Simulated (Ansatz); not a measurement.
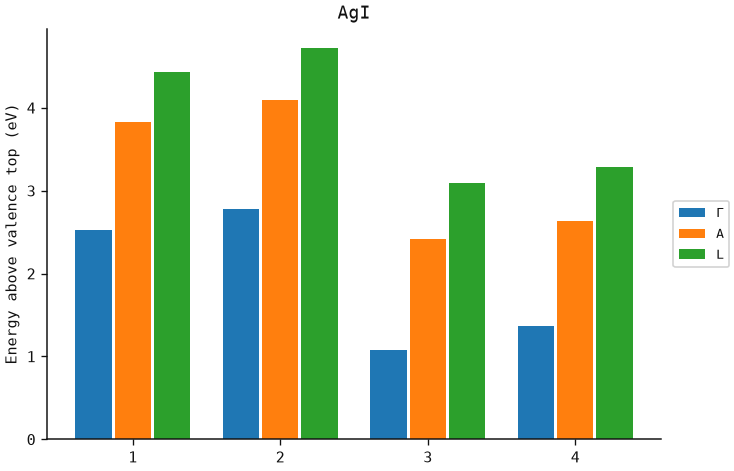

Lowest conduction level at each named k point, counted from the valence-band top at Γ, by several methods on one cell of wurtzite AgI, space group P6_3mc (No. 186), 4 atoms in the cell, relaxed with r2SCAN; a = 4.651 Å, c = 7.600 Å (hexagonal axes). All runs are without spin-orbit coupling and carry no moments.

> Which column is which method? They are dielectric-dependent PBE0, PBE, HSE06 and LDA.

1 is HSE06; 2 is dielectric-dependent PBE0; 3 is LDA; 4 is PBE.

| method | program | Γ (eV) | A (eV) | L (eV) |
| --- | --- | --- | --- | --- |
| LDA | Ansatz | 1.08 | 2.42 | 3.09 |
| PBE | Ansatz | 1.37 | 2.64 | 3.29 |
| HSE06 | Ansatz | 2.53 | 3.83 | 4.43 |
| dielectric-dependent PBE0 | Ansatz | 2.78 | 4.10 | 4.72 |

> Does dielectric-dependent PBE0 shift these levels rigidly from PBE?

The shifts are +1.41 eV at Γ, +1.46 eV at A and +1.43 eV at L, and at points that aren't plotted +1.49 eV (M), +1.38 eV (K) and +1.50 eV (H): over the named points that both runs hold, a spread of 0.12 eV on a mean of 1.44 eV, so one shift describes them well.

Settings. LDA: Ansatz PAW set, 6×6×4 k mesh, 420 eV cutoff, fixed occupations (Ansatz 0.2.0). PBE: Ansatz PAW set, 6×6×4 k mesh, 420 eV cutoff, Fermi-Dirac smearing of 0.02 eV (Ansatz 0.2.0). HSE06: Ansatz PAW set, 6×6×2 k mesh, 420 eV cutoff, fixed occupations (Ansatz 0.2.0). dielectric-dependent PBE0: Ansatz PAW set, 6×6×2 k mesh, 420 eV cutoff, fixed occupations (Ansatz 0.2.0).

These are four of the 6 methods that were run on this cell. Spin-orbit coupling is left out, which matters for I. LDA, HSE06 and dielectric-dependent PBE0: the PAW data sets were made with another functional. LDA, GGA and most meta-GGA functionals understate gaps. HSE06 and dielectric-dependent PBE0: the k mesh is thin for exact exchange.
